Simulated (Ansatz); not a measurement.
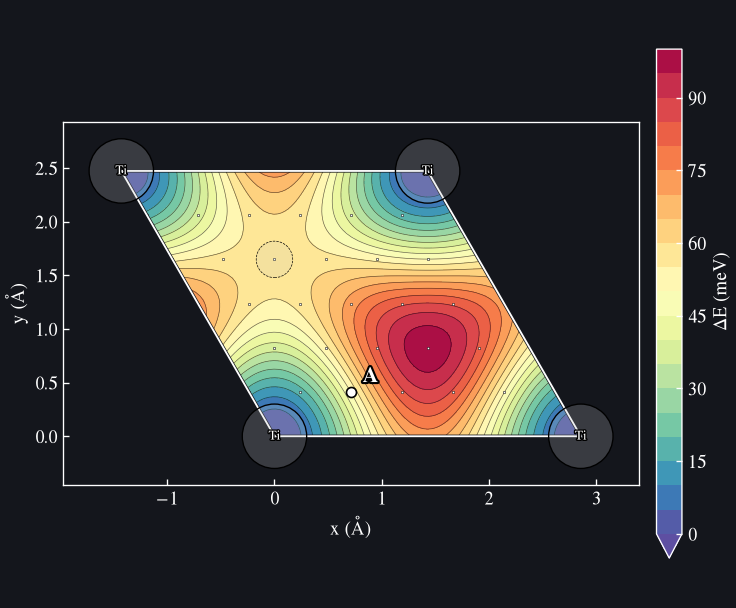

Si on a Ti(111) slab cut from the Fm-3m phase, its upper half relaxed before the scan (12 atoms of substrate and one adsorbate in a 2 × 2 cell). Si is moved over the surface cell at a fixed height above a rigid substrate; the origin of the map has the adsorbate above Ti9; the height is held at 3.00 Å. Places are given modulo a cell vector. The map is drawn in real space over the plane of the surface. The scan uses a 6 × 6 grid; 10 points were computed and 26 follow by symmetry. Places are given in fractions of the 1 × 1 surface cell. Energies: meV, counted from the lowest grid point. The runs have no spin polarisation, so an open-shell adsorbate far from the surface lies too high. At a fixed height the lowest place need not be the adsorption site. Theory: DFT PBE+D3(BJ), scalar-relativistic, plane waves, PAW (Ansatz). Settings: cutoff 420 eV, k-mesh 6×6×1, gaussian smearing 0.1 eV, no spin polarisation.

The picture shows filled contours, dots at the grid points, labelled circles for the atoms of the top layer and small ones for the second layer, the outline of one cell of the plane, the point A. Between grid points the surface is interpolated.

### Is A at rest? If not, where is it pushed?

A, at (2/6, 1/6) of the cell vectors, is not a stationary point. The computed force is 0.098 eV/Å in the plane, pointing down and left in the picture (components −0.085 and −0.049 eV/Å).

PAW datasets: the set soft_1.
